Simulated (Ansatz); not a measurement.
System: Pb.

```
Pb
1.0
     0.30028    0.30028   -3.40268
    -7.83224    7.83224    0.00000
     2.37244    2.37244    1.15137
Pb
4
Direct
  0.50000 0.86449 0.75000
  0.00000 0.36449 0.75000
  0.50000 0.13551 0.25000
  0.00000 0.63551 0.25000
```

Space group C2/c; set up as Pb, beta-Sn type; a generated structure, not necessarily the stable one; changed on purpose from its base cell (volume × 0.96).

The calculation used Ansatz 0.2.0, DFT, RPBE, plane waves (420 eV) with PAW, scalar-relativistic.

> What can the converged valence pseudo-density and electron localisation function tell about the bonding?

Pb–Pb (3.43 Å): ρ at the midpoint is about 0.14 e/Å³; the ELF is about 0.25 at the midpoint; no localised pair shows between them.
Pb–Pb (3.55 Å): ρ is about 0.11 e/Å³ halfway; the ELF is about 0.20 at the midpoint (no shared electron pair shows on this line).

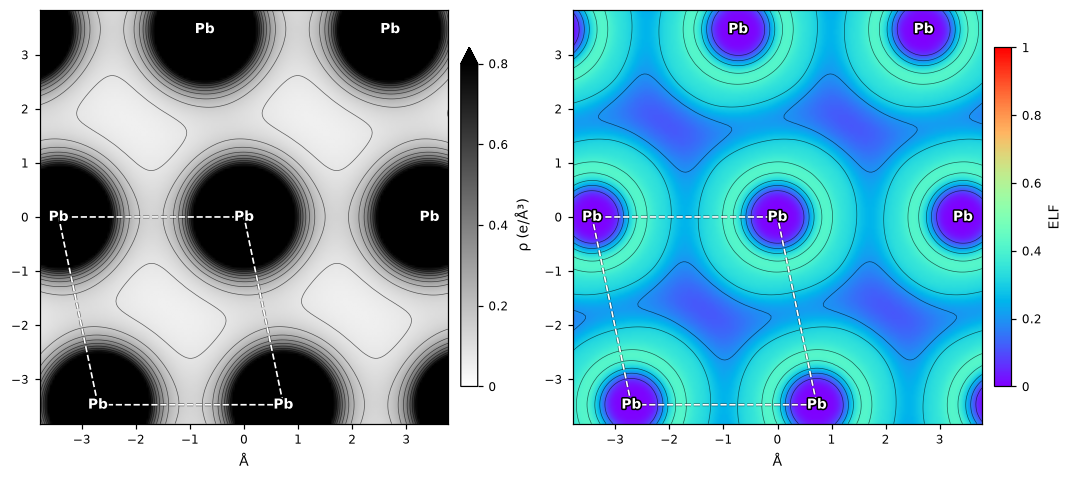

Computed valence pseudo-density and electron localisation function on the (010) plane of the conventional cell, in this order. 

In a PAW calculation such maps are meaningful between the atoms, not at the nuclei.
